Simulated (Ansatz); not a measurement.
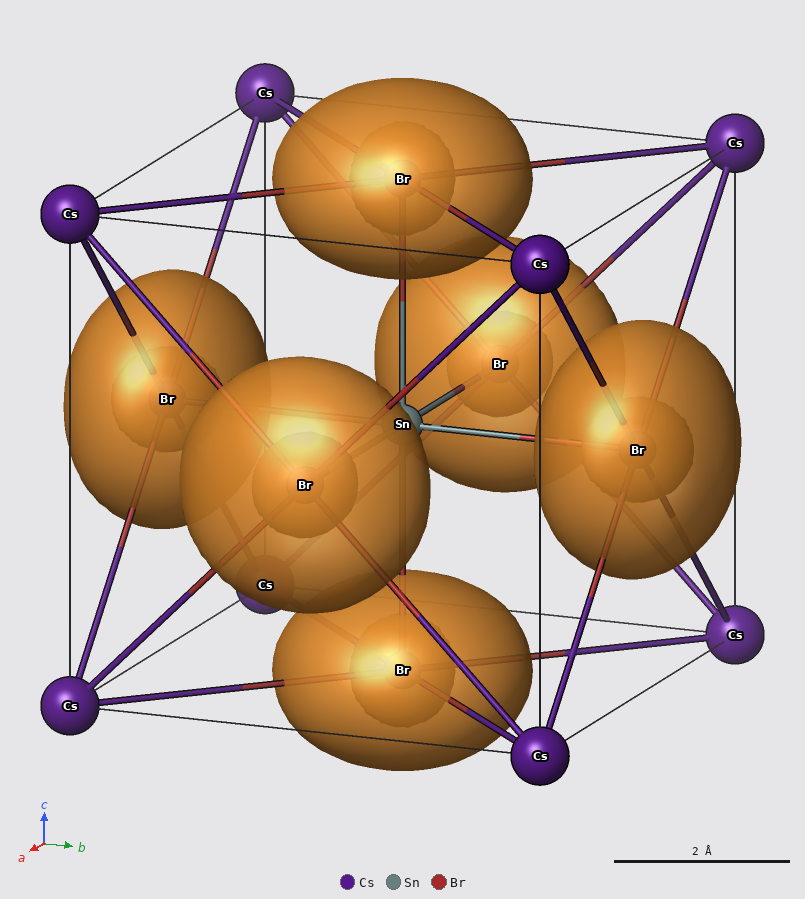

CsSnBr$_{3}$. Isosurface of the ELF at 0.7 (orange), seen slightly off an axis. Only the valence region is drawn (cores and ρ < 0.01 e/Å³ removed). Sticks mark near contacts.

Space group Pm-3m; a structure from a database of computed crystals, not necessarily the ambient phase.

All numbers below come from Kohn-Sham DFT of a periodic cell, RPBE, Ansatz PAW in Ansatz.

Core electrons are frozen (PAW), and the valence fields are smoothed inside the atomic spheres.

Input

```
crystal:
  lattice:
    - [5.83900561, 0.0, 0.0]
    - [0.0, 5.83900561, 0.0]
    - [0.0, 0.0, 5.83900561]
  atoms:
    - { symbol: Cs, position: [0.0, 0.0, 0.0] }
    - { symbol: Sn, position: [0.5, 0.5, 0.5] }
    - { symbol: Br, position: [0.0, 0.5, 0.5] }
    - { symbol: Br, position: [0.5, 0.5, 0.0] }
    - { symbol: Br, position: [0.5, 0.0, 0.5] }
hamiltonian:
  xc: rpbe
  pseudopotentials: { kind: paw }
kpoints:
  mp_grid: { grid: [5, 5, 5] }
  band_path:
    path:
      - [[0.0, 0.0, 0.0], [0.0, 0.5, 0.0], [0.5, 0.5, 0.0], [0.0, 0.0, 0.0], [0.5, 0.5, 0.5], [0.0, 0.5, 0.0]]
      - [[0.5, 0.5, 0.0], [0.5, 0.5, 0.5]]
    npoints: 14
scf:
  occupations: { method: fermi_dirac, width: 0.05 }
  n_extra_bands: 12
output:
  forces: true
  stress: true
  eigenvalues: true
  fatbands: false
  write_density: true
  write_potential: true
  elf: true
  volumetric_format: npy
```

Run with:

```sh
ansatz run input.yaml --threads 2 --pin off --max-ram 5632MiB --backend cpu --events-out ev --progress --plain --runs-dir out
```

Below, planes, directions and counts refer to the conventional cell (a = 5.84 Å, b = 5.84 Å, c = 5.84 Å, α = 90.00°, β = 90.00°, γ = 90.00°).

Describe the localisation domains.

Answer. The surface consists of three regions wrapped around Br (the valence shell of each), counted in one cell of 5 atoms. Any copies at cell faces, edges or corners count once.

Values along the shortest contacts:
Sn–Br (2.92 Å): the ELF is about 0.35 at the midpoint. Cs–Br (4.13 Å): the ELF is about 0 at the midpoint: an ionic contact with no shared pair.

Does the calculation give a band gap?

Answer. It is gapped, with a Kohn–Sham gap of 1.9 eV on the k-point mesh (the band edges may lie off the mesh, which would make the gap smaller).
